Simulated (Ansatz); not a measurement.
**Fe₄Co: density, localisation and related maps**

The calculation's input:

```
crystal:
  lattice:
    - [2.0105832993, 1.1608108091, 4.0564138058]
    - [-2.0105832993, 1.1608108091, 4.0564138058]
    - [0.0, -2.3216216181, 4.0564138058]
  atoms:
    - { symbol: Fe, position: [0.8999553971, 0.8999553971, 0.8999553971], spin: -2.41 }
    - { symbol: Fe, position: [0.7024699703, 0.7024699703, 0.7024699703], spin: -2.41 }
    - { symbol: Fe, position: [0.1052729243, 0.1052729243, 0.1052729243], spin: 2.26 }
    - { symbol: Fe, position: [0.2982556143, 0.2982556143, 0.2982556143], spin: 2.26 }
    - { symbol: Co, position: [0.4940460941, 0.4940460941, 0.4940460941], spin: 0.97 }
basis:
  ecutwfc: 420
kpoints:
  mp_grid: { grid: [12, 12, 12] }
hamiltonian:
  xc: pbe
scf:
  occupations: { method: gaussian, width: 0.1 }
output:
  forces: true
  stress: true
  eigenvalues: true
  populations: true
  write_density: true
  write_potential: true
  elf: true
  volumetric_format: npy
magnetization:
  spin_polarized: true
relax:
  adjacent_minimum: "off"
  f_tol: 0.01
  max_steps: 80
  cell: { stress_tol: 0.05 }
```

Run with:

```sh
ansatz run input.yaml --threads 4 --pin off --max-ram 8192MiB --backend cpu --events-out ev --progress --plain --runs-dir out
```

Below, planes, directions and counts refer to the conventional cell (a = 4.02 Å, b = 4.02 Å, c = 12.16 Å, α = 90.00°, β = 90.00°, γ = 120.00°).

The fields are those of the relaxed geometry.

Space group R3m; a structure generated by program, which may or may not match a known phase; the SCF solution may not be the lowest one; the program warned that another magnetic order may lie lower; spin-polarised.

These are results of DFT PBE, scalar-relativistic, plane waves, PAW in Ansatz, not measurements.

Core electrons are frozen (PAW), and the valence fields are smoothed inside the atomic spheres.

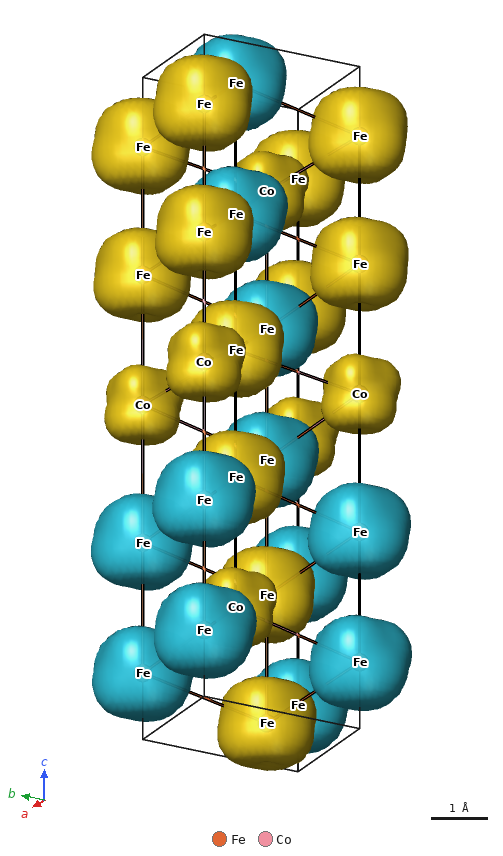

Figure 1. Isosurfaces of the spin density (up minus down) at +0.1 (yellow) and −0.1 e/Å³ (cyan), seen at an oblique angle. Sticks mark near contacts.

### Where is the spin, and how is it ordered?

The spin density sits on Fe: +2.0 μB (×6) and −2.2 μB (×6); Co: +0.9 μB (×3) in one cell of 15 atoms. The cell of the calculation (5 atoms) carries 0.5 μB of net spin moment.

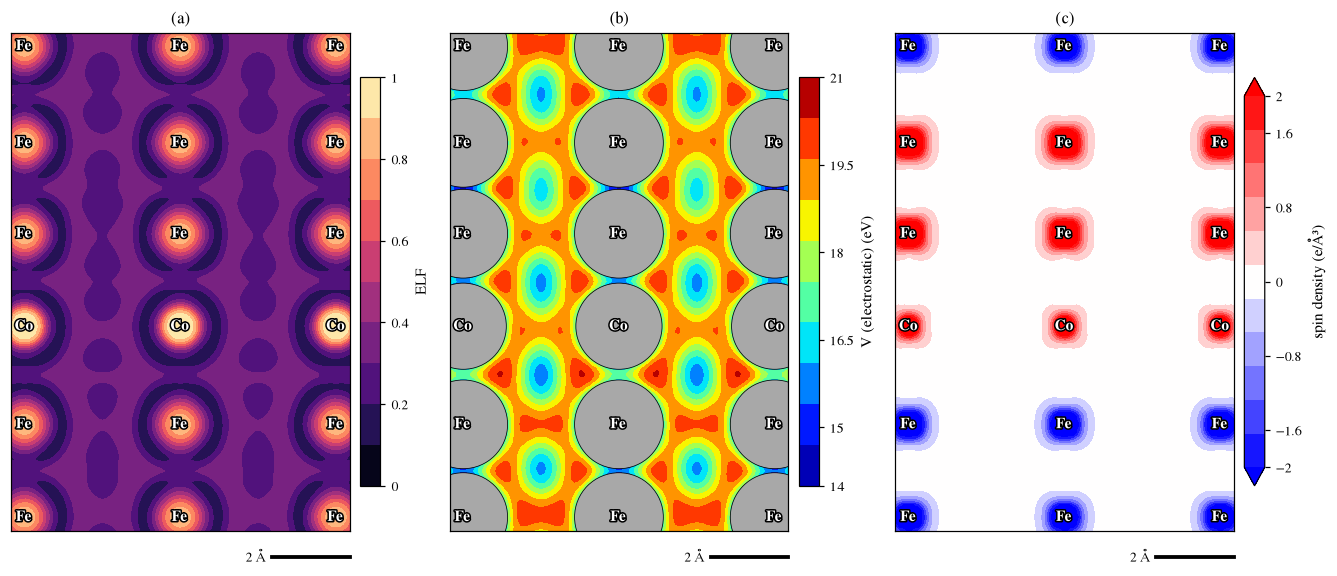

Figure 2. (a) ELF; (b) electrostatic potential (local pseudopotential plus Hartree) felt by an electron; (c) magnetisation density (up minus down) on the (100) plane of the conventional cell. Grey discs cover the atomic cores in the potential map.

### What does the map show?

The section cuts through Fe and Co sites.
Fe–Fe (2.35 Å): the ELF is about 0.30 at the midpoint; no localised pair shows between them.
Fe–Co (2.39 Å): the ELF is about 0.25 at the midpoint; no localised pair shows between them.
Fe–Fe (2.40 Å): the ELF is about 0.30 at the midpoint; no shared electron pair shows on this line.
Fe–Fe (2.50 Å): the ELF is about 0.30 at the midpoint (no localised pair shows between them).
Fe–Co (2.53 Å): the ELF is about 0.30 at the midpoint (no localised pair shows between them).
The features right at Fe and Co lie inside the PAW spheres, where the map follows smoothed inner orbitals and isn't to be read closely.

Outside the cores the potential energy rises away from the atoms and is highest about 1.6 Å from the nearest atoms; its zero is arbitrary.
